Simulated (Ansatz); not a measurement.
The calculation's input:

```
crystal:
  lattice:
    - [4.0382600546, 0.0, 0.0]
    - [0.0, 4.0382600546, 0.0]
    - [0.0, 0.0, 4.0397343728]
  atoms:
    - { symbol: K, position: [0.5, 0.5, 0.5] }
    - { symbol: Br, position: [0.0, 0.0, 0.0] }
basis:
  ecutwfc: 420
kpoints:
  mp_grid: { grid: [6, 6, 6] }
hamiltonian:
  xc: pbe
scf:
  occupations: { method: fixed }
output:
  forces: true
  stress: true
  eigenvalues: true
  write_density: true
  write_potential: true
  elf: true
  volumetric_format: npy
relax:
  adjacent_minimum: "off"
  f_tol: 0.001
  max_steps: 60
  cell: { stress_tol: 0.01 }
```

Command:

```sh
ansatz run input.yaml --threads 1 --pin off --max-ram 2560MiB --backend cpu --events-out ev --progress --plain --runs-dir out
```

Below, planes, directions and counts refer to the conventional cell (a = 4.04 Å, b = 4.04 Å, c = 4.04 Å, α = 90.00°, β = 90.00°, γ = 90.00°).

The fields are those of the relaxed geometry.

Space group Pm-3m; a structure generated by program, which may or may not match a known phase.

The calculation used DFT PBE, scalar-relativistic, plane waves, PAW in Ansatz.

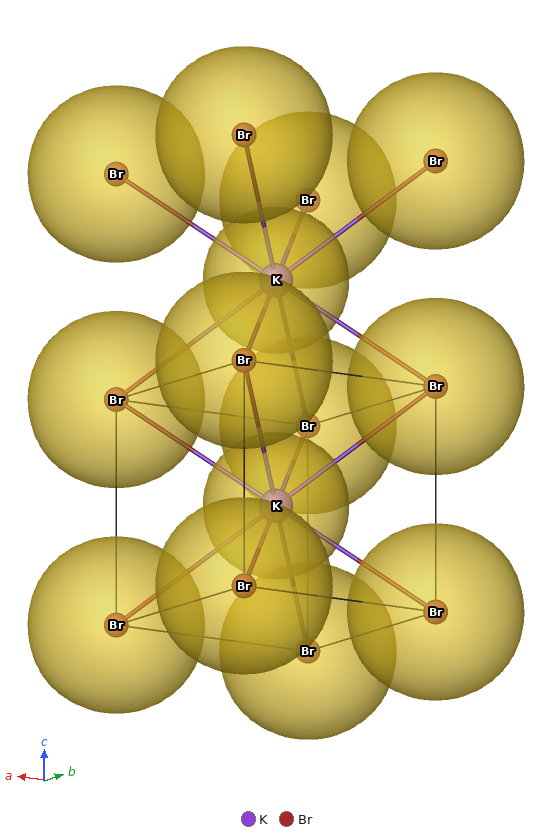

KBr. Isosurface of the valence pseudo-density at 0.1 e/Å³ (yellow), seen at an oblique angle. Sticks mark near contacts.

### Which contacts does the surface bridge?

At this value the density breaks into separate islands; it holds about 90 % of the electrons treated as valence (semicore included). It bridges none of the near contacts. It is pinched off along the shortest K–Br (3.50 Å) contacts. On the grid the lowest density along these lines, outside the cores, is 0.05 e/Å³ (K–Br, 3.50 Å).

### Does the calculation make it a metal, or give it a gap?

It is gapped, with a Kohn–Sham gap of 3.9 eV on the k-point mesh, an upper bound to the gap of this method.
